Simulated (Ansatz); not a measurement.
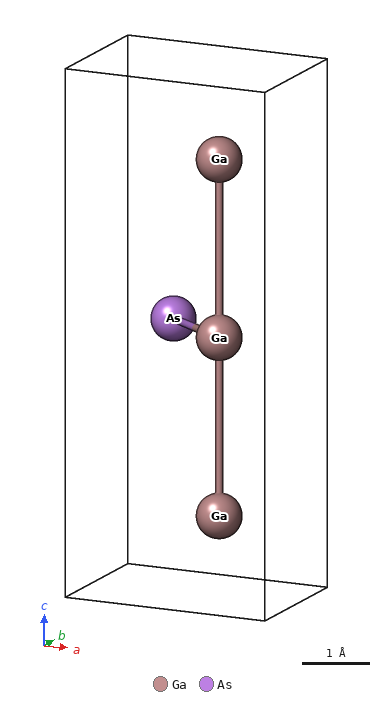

Ball-and-stick drawing of the structure, looking slightly off an axis. The conventional unit cell is outlined; an atom on or near a face, edge or corner is repeated at each equivalent position. Cell: a = 4.14 Å, b = 4.14 Å, c = 8.05 Å, α = 90.00°, β = 90.00°, γ = 120.00°.

Provenance: a random cell made by a generator, so it need not be a real form of the compound. Earlier steps of the study may have refined or changed the cell and positions. It went into a calculation with Ansatz.

Caption:

Answer. The material is Ga3As. Its lattice is primitive hexagonal, its space group P-6m2 (No. 187). Counting shared atoms by their share gives 3 Ga, 1 As, or 4 atoms. Each As atom has three Ga in a trigonal planar arrangement at about 2.4 Å around it. Ga takes two kinds of site: 2i with two Ga in a linear arrangement at about 2.6 to 2.7 Å; 1f with three As and two Ga in a distorted trigonal bipyramidal arrangement (about 2.4 Å to As, 2.7 Å to Ga). The bonds build a three-dimensional framework.

Level of theory and settings: DFT PBE, scalar-relativistic, plane waves, PAW (Ansatz), a 420 eV plane-wave basis, a 12×12×6 k-point mesh, Gaussian smearing of 0.1 eV, no spin polarisation.

How large a gap does the method give, if there is one?

Answer. A metal: bands cross the Fermi level.

List the Bader charges.

Answer. Ga +0.06 to +0.47 e; As -0.60 e.

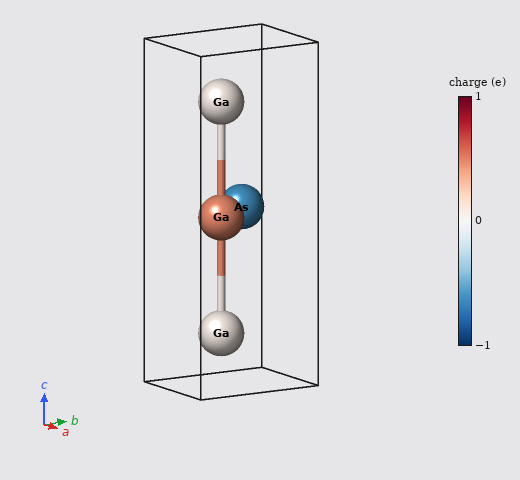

The atoms coloured by those charges. The run's cell of 4 atoms is drawn.

Does the calculation find this structure at rest?

Answer. Yes. All forces vanish to within 0.01 eV/Å. The pressure is 0.0 GPa, close to zero.
